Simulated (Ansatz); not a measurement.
A periodic structure is given below.

```
CELL_PARAMETERS angstrom
3.00950 0.00000 0.00000
-1.50475 2.60631 0.00000
0.00000 0.00000 2.78507
ATOMIC_POSITIONS crystal
Mg 0.00000 0.00000 0.00000
O 0.33333 0.66667 0.50000
```

What does this file describe?

Answer. The formula is MgO. It belongs to space group P-6m2 (No. 187) and has a primitive hexagonal lattice. It belongs to the family called tungsten carbide (WC) type. Cell content: 1 Mg, 1 O, that is 1 formula unit. Mg is coordinated by six O in a trigonal prismatic arrangement at 2.23 Å. O bonds to six Mg in a trigonal prismatic arrangement at 2.23 Å. The bonds build a three-dimensional framework.

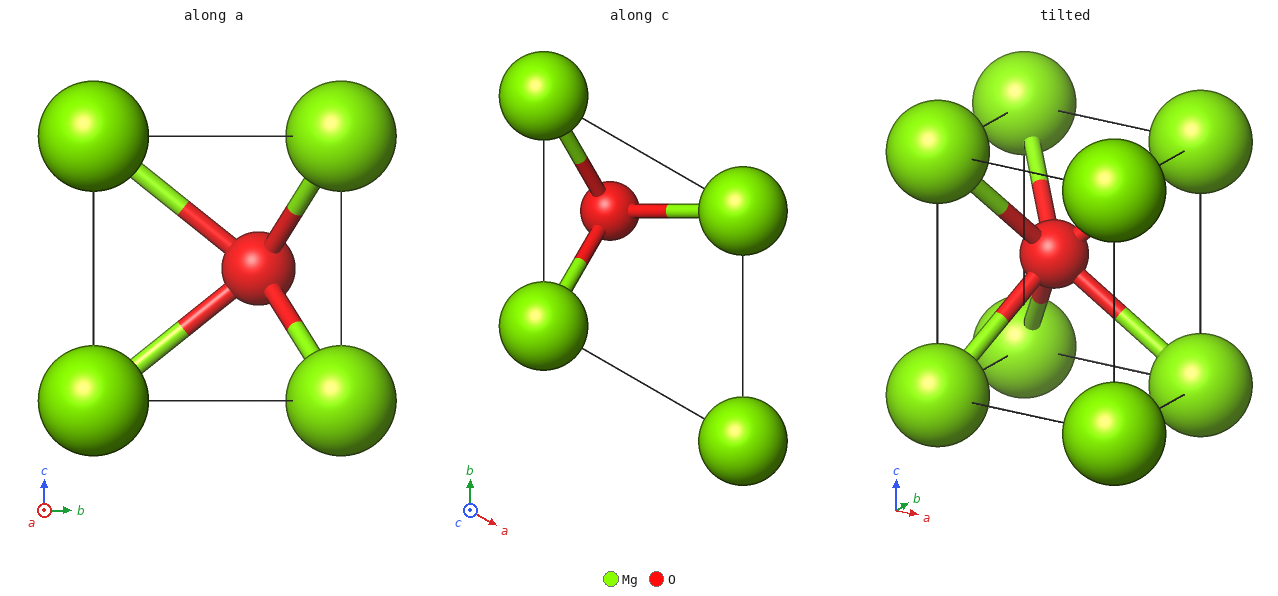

View along the a axis, along the c axis and slightly off an axis, drawn as a ball-and-stick model. The frame is the conventional unit cell; atoms at its boundary are shown with their periodic copies. Colours: magnesium green, oxygen red.

Starting structure: a structure listed in the Materials Project. The cell was then strained or its atoms displaced on purpose. It was the input of a calculation with Ansatz.

At this level of theory the cell isn't at rest (stretched, at -10 GPa), so its distances can differ from those at equilibrium, the more so the softer the solid.
